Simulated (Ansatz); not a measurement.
```cif
data_structure
_symmetry_space_group_name_H-M 'P 1'
_symmetry_Int_Tables_number 1
_cell_length_a 3.1836
_cell_length_b 3.1836
_cell_length_c 3.1836
_cell_angle_alpha 90.000
_cell_angle_beta 90.000
_cell_angle_gamma 90.000
_cell_volume 32.27
loop_
_atom_site_label
_atom_site_type_symbol
_atom_site_fract_x
_atom_site_fract_y
_atom_site_fract_z
_atom_site_occupancy
W1 W 0.00000 0.00000 0.00000 1
W2 W 0.50000 0.50000 0.50000 1
```

Space group Im-3m.

All numbers below come from DFT PBE, scalar-relativistic, plane waves, PAW in Ansatz.

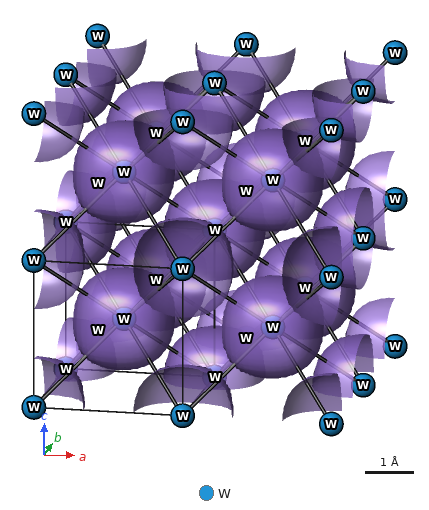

W. Isosurface of the valence electron density at 0.5 e/Å³ (purple), seen slightly off an axis. Sticks mark near contacts.

The density is the valence pseudo-density of a PAW calculation; it isn't the true density close to the nuclei.

> Which contacts does the surface bridge?

At this value the density breaks into separate islands; it holds about 75 % of the electrons treated as valence (semicore included). It bridges none of the near contacts. It is pinched off along the sampled W–W (2.76 Å) contacts. On the grid the lowest density along these lines, outside the cores, is 0.4 e/Å³ (W–W, 2.76 Å).

> Does the calculation make it a metal, or give it a gap?

It is metallic or semimetallic at this level of theory: no gap opens.
